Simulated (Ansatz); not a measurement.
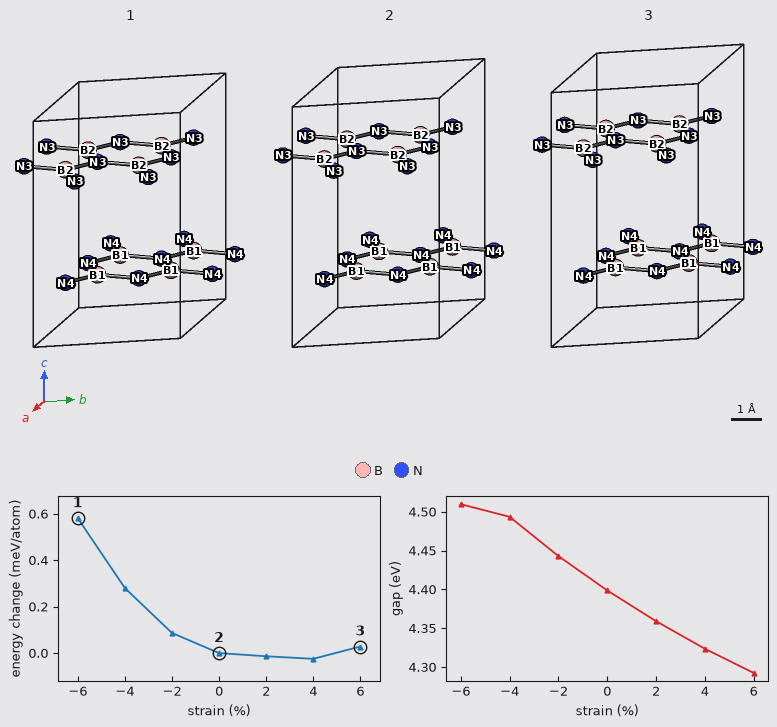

Members of a series of calculations on crystalline BN (set up in P6_3/mmc), marked on the first curve. Style: ball-and-stick. Shown: the cell of the calculation, repeated to show the pattern, slightly off an axis.

Computed with DFT PBE, scalar-relativistic, plane waves, PAW (Ansatz). Settings: plane-wave cutoff 420 eV; k-point mesh 12 × 12 × 4; occupations gaussian; smearing width 0.02 eV; no spin polarisation.

### Describe the series.

Strain along c alone, the other axes held, atoms relaxed. 1 (strain −6.0 %): energy change 0.6 meV/atom, volume 10.72 Å³ per atom, gap 4.51 eV. 2 (strain 0.0 %): energy change 0.0 meV/atom, volume 11.40 Å³ per atom, gap 4.40 eV. 3 (strain 6.0 %): energy change 0.0 meV/atom, volume 12.08 Å³ per atom, gap 4.29 eV. The rest compares 1 with 3. The drawn cell changes as follows: a = b unchanged at 5.024 Å, c 7.843 → 8.844 Å (+12.8 %); the volume changes by +12.8 %. 

Limits of the set-up: layers or molecules are held without a dispersion correction, so their spacing is unreliable.
